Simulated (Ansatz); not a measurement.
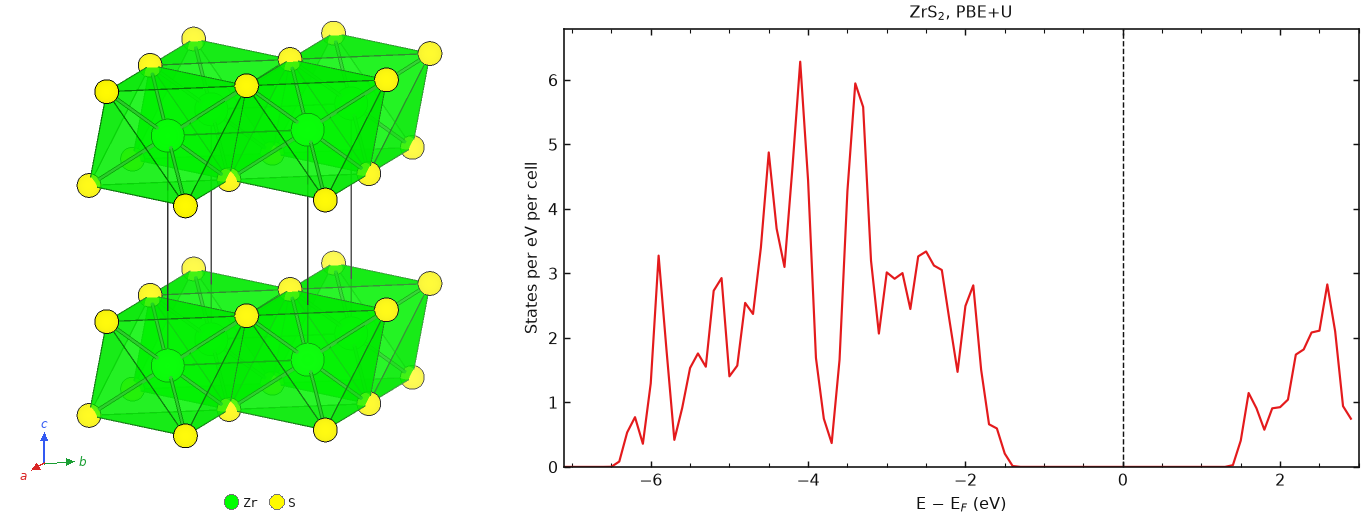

Density of states, beside the structure. Energies are counted from the Fermi level.

This input was run:

```
crystal:
  lattice:
    - [3.6913825498, 0.0, 0.0]
    - [-1.8456912749, 3.1968310632, 0.0]
    - [0.0, 0.0, 6.04107701]
  atoms:
    - { symbol: Zr, position: [0.0, 0.0, 0.0] }
    - { symbol: S, position: [0.6666666667, 0.3333333333, 0.76209003] }
    - { symbol: S, position: [0.3333333333, 0.6666666667, 0.23790997] }
basis:
  ecutwfc: 91.0
kpoints:
  mp_grid: { grid: [6, 6, 4] }
hamiltonian:
  xc: pbe
  hubbard: { sites: [{ species: Zr, l: d, u_eff: 7.9 }] }
  pseudopotentials: { kind: paw, source: ansatz }
scf:
  occupations: { method: gaussian, width: 0.1 }
  mixing: { preconditioner: kerker, globalisation: backtrack }
  initial_density: { chi_scale: 0, normalization: atom }
  max_iter: 68
output:
  forces: true
  stress: true
  eigenvalues: true
  dos: { method: smearing }
```

Launched with:
```bash
ansatz run input.yaml --threads 1 --pin off --max-ram 1331MiB --backend cpu --events-out ev --progress --plain --runs-dir out
```

Question: Metal or insulator, going by the density of states?

Answer: There is a gap; over the k points computed it is 3.20 eV.

Question: How wide is the upper valence band?

Answer: The upper group of valence states starts about 4.8 eV under the valence-band top (which lies at −1.6 eV on this axis), with a gap beneath it; it holds about 12 electrons a cell.

The run may have settled in a state above the lowest, so this need not be the ground state. The atoms aren't at rest in this cell (largest force 2.5 eV/Å), so the relaxed material can differ. The k mesh is coarse for this system. The cell is at 17 GPa in this functional.
